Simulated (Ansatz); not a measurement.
PtS$_{2}$: several calculations on one system

Part 1: Relaxation

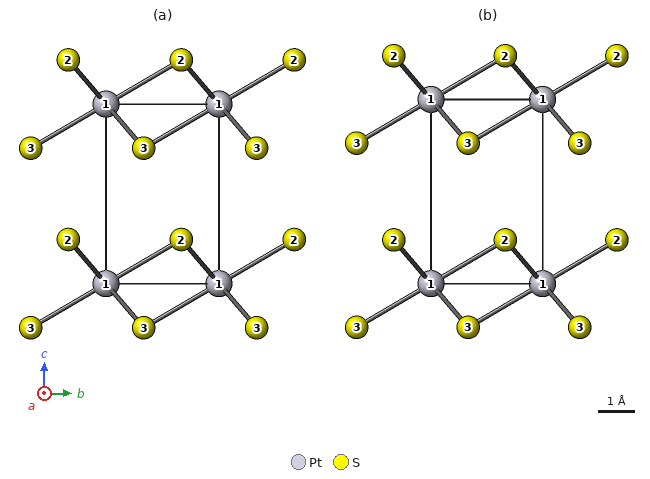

The structure of a crystal of PtS₂ (set up in P-3m1) before (left) and after (right) a relaxation, at one scale.

The picture is a ball-and-stick view of the cell of the calculation, seen along the a axis.

Case: volume × 1.10, shape and atoms relaxed.

Method: DFT PBE+D3(BJ), scalar-relativistic, plane waves, PAW (Ansatz 0.2.0). Set-up: plane-wave cutoff 420 eV; k-point mesh 12 × 12 × 8; occupations gaussian; smearing width 0.01 eV; no spin polarisation; cell relaxed at fixed volume; force threshold 0.01 eV/Å; at most 30 steps.

Q: Describe what moved and what it gained.

A: After 2 accepted moves (3 points after the start) the energy has fallen by 27.7 meV per cell of the calculation. The largest force component goes from 0.42 to 0.0028 eV/Å. The pressure goes from −6.14 to −2.09 GPa. The SCF was repeated once at an unchanged geometry on a basis and grid sized afresh for the cell, which shifted the energy by less than 0.05 meV per cell of the calculation at most. The largest moves relative to the cell, 0.043 Å, are those of S2 and S3. S3 goes along +c. Pt stays in place. The drawn cell changes at constant volume: a = b 3.630 → 3.585 Å (−1.3 %), c 4.998 → 5.126 Å (+2.6 %). Near-neighbour distances that change, for instance: Pt1–S2 2.429 → 2.401 Å. The space group stays P-3m1 (No. 164).

Part 2: Relaxation

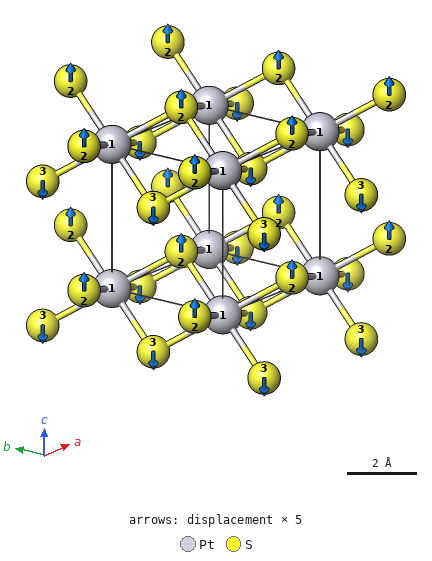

This is a relaxation of a crystal of PtS2 (set up in P-3m1) (coarse preliminary run). The starting structure is drawn; blue arrows show the displacements (the part carried along by the change of the cell is left out), 5 times their true length.

A ball-and-stick model of the cell of the calculation, seen from a free direction.

Level of theory: Ansatz 0.2.0, DFT PBE+D3(BJ), scalar-relativistic, plane waves, PAW. (plane-wave cutoff 420 eV; k-point mesh 6 × 6 × 4; occupations gaussian; smearing width 0.1 eV; no spin polarisation; cell and atoms relaxed; force threshold 0.05 eV/Å; at most 80 steps)

Q: What did the optimiser do to the structure, and how much energy did it gain?

A: The largest moves relative to the cell, 0.13 Å, are those of S2 and S3. S3 goes along −c. Pt stays in place. The volume changes by −3.7 %, with a = b 3.543 → 3.578 Å (+1.0 %), c 5.039 → 4.758 Å (−5.6 %). Among the contacts that change: Pt1–S2 2.344 → 2.395 Å. The space group stays P-3m1 (No. 164). The energy falls by 45.6 meV per atom in 3 accepted moves (4 points after the start). Largest force component: 1.3 eV/Å at the start, 0.01 eV/Å at the end. Pressure: 7.79 GPa at the start and −0.22 GPa at the end. The SCF was repeated once at an unchanged geometry on a basis and grid sized afresh for the cell, which shifted the energy by 0.1 meV per atom at most.

Part 3: A change

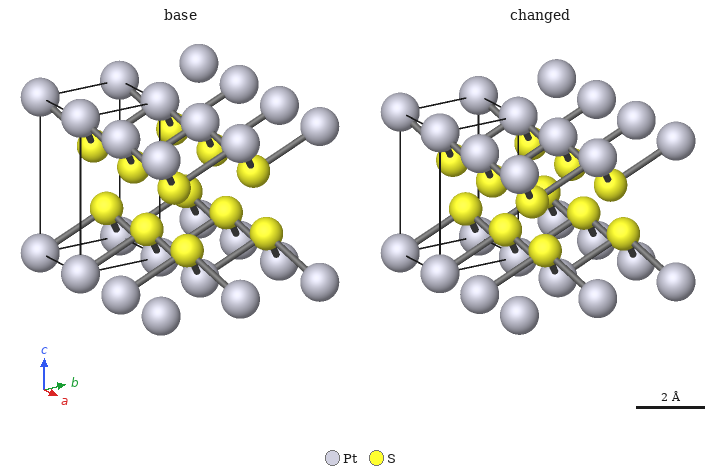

Left: a crystal of PtS2 (set up in P-3m1). Right: the same structure after one change, at the same scale. The picture is a ball-and-stick view of the cell of the calculation, repeated 3 × 2 × 1 with one cell outlined, seen slightly off an axis.

The calculation used DFT PBE+D3(BJ), scalar-relativistic, plane waves, PAW (Ansatz). Settings: plane-wave cutoff 420 eV; k-point mesh 12 × 12 × 8; occupations gaussian; smearing width 0.01 eV; no spin polarisation.

Which change leads from the left to the right?

Answer. The volume is changed by −12.0 %. The cell's shape and the atoms are relaxed at that volume.

How do the computed properties respond?

Answer. It costs 53.8 meV per atom. Pressure: 0.0 GPa before, 10.6 GPa after. Cell: a = b 3.583 → 3.535 Å (−1.3 %), c 4.664 → 4.217 Å (−9.6 %). Volume −12.0 %. The largest moves relative to the cell, 0.100 Å, are those of S atoms. Pt stays in place. Among the bonded contacts that change: Pt–S 2.395 → 2.363 Å. The space group stays P-3m1 (No. 164).
